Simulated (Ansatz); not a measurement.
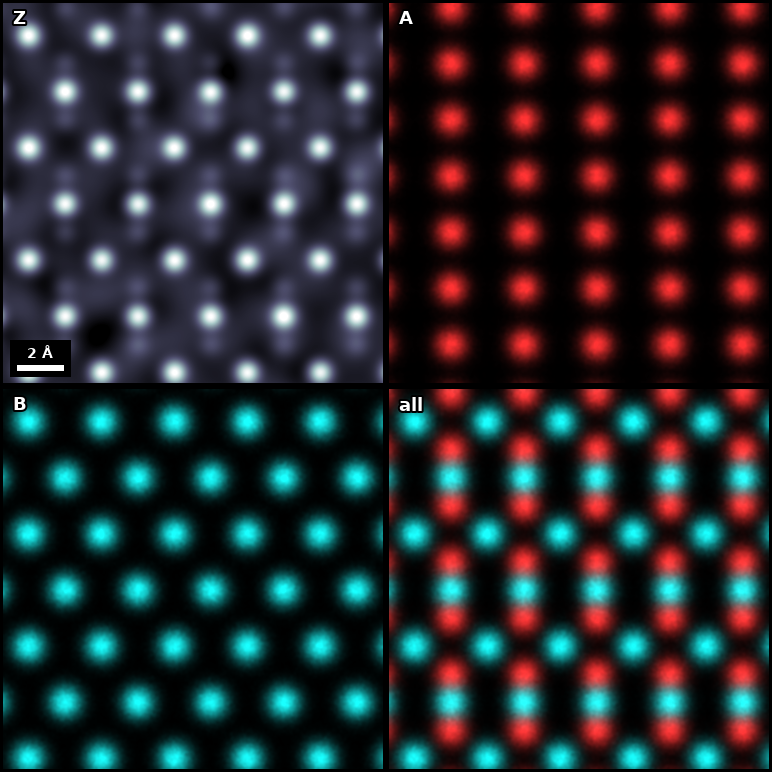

TiO (P4_2/mmc, No. 131) along [100]. Panel Z: The image is simulated as a sum over atoms of Z^1.7, blurred by a 0.82 Å probe (no channelling). The display is stretched by a gamma of 0.8; percentages refer to the linear signal. The speckle of an amorphous layer was added. The other panels are simulated element maps (the number of atoms of one element along the beam, blurred by 1.1 Å, with counting noise; each on its own scale, no channelling); the last overlays them. Structure: coordinates from a relaxation at fixed volume with DFT PBEsol, scalar-relativistic, plane waves, PAW (Ansatz); the starting structure was generated, so it need not be a known form of this composition.

```cif
data_structure
_symmetry_space_group_name_H-M 'P4_2/mmc'
_symmetry_Int_Tables_number 131
_cell_length_a 3.1691
_cell_length_b 3.1691
_cell_length_c 4.8840
_cell_angle_alpha 90.000
_cell_angle_beta 90.000
_cell_angle_gamma 90.000
_cell_volume 49.05
loop_
_atom_site_label
_atom_site_type_symbol
_atom_site_symmetry_multiplicity
_atom_site_Wyckoff_symbol
_atom_site_fract_x
_atom_site_fract_y
_atom_site_fract_z
_atom_site_occupancy
Ti1 Ti 2 c 0.00000 0.50000 0.00000 1
O1 O 2 e 0.00000 0.00000 0.25000 1
```

### Which element does each lettered map show?

A: O, B: Ti. The projected cell (3.17 × 4.88 Å, 90°) holds 4 columns: 2 of Ti and 2 of O. No column is shared by two of the mapped elements.
